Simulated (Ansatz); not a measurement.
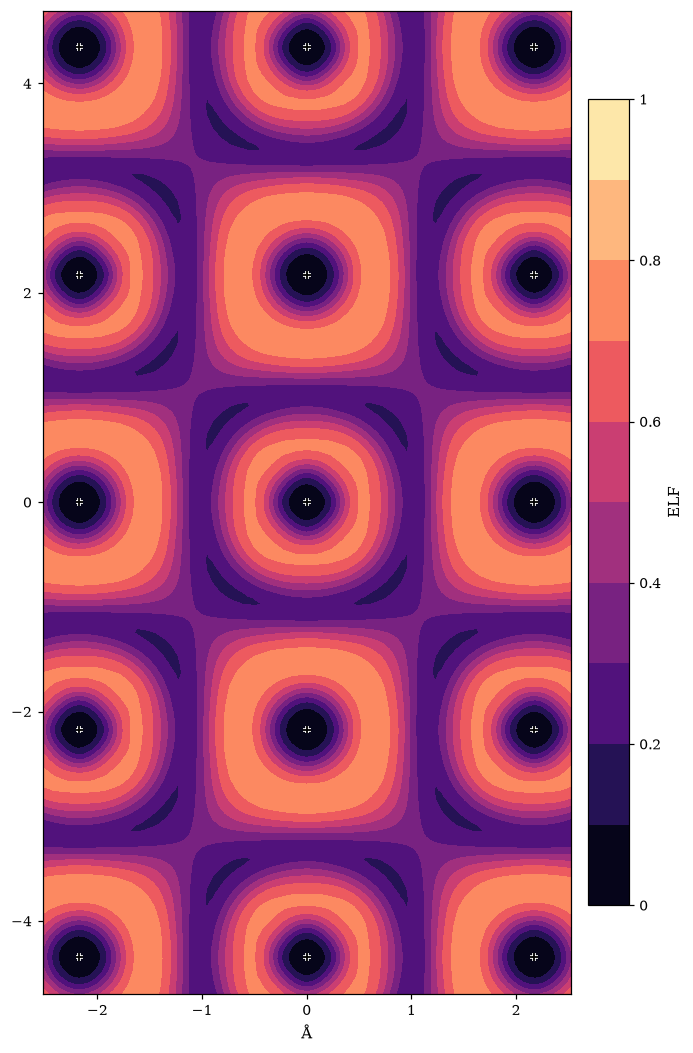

The ELF on a plane through atoms (crosses mark nuclei in the plane).

Level of theory: DFT PBEsol, scalar-relativistic, plane waves, PAW in Ansatz.

Candidates:
A. TiO, a = 4.96 Å, b = 4.96 Å, c = 2.84 Å, α = 90.00°, β = 90.00°, γ = 120.00°. Space group P-62m; a structure from a database of computed crystals, not necessarily the ambient phase; computed without spin polarisation.
B. WC, a = 4.35 Å, b = 6.15 Å, c = 6.15 Å, α = 90.00°, β = 90.00°, γ = 90.00°. Space group Amm2; a structure from a database of computed crystals, not necessarily the ambient phase; changed on purpose from its base cell (atom 1 (W) moved -0.100 A along Cartesian [1 1 0]); not relaxed (largest force 0.8 eV/Å).

### Which system is this?

Candidate B: WC on the (011) plane of the conventional cell, which holds W and C. W–C (2.17 Å): the ELF peaks at about 0.75 in the valence shell of C, 0.7 Å from its nucleus, and is about 0.25 at the midpoint.
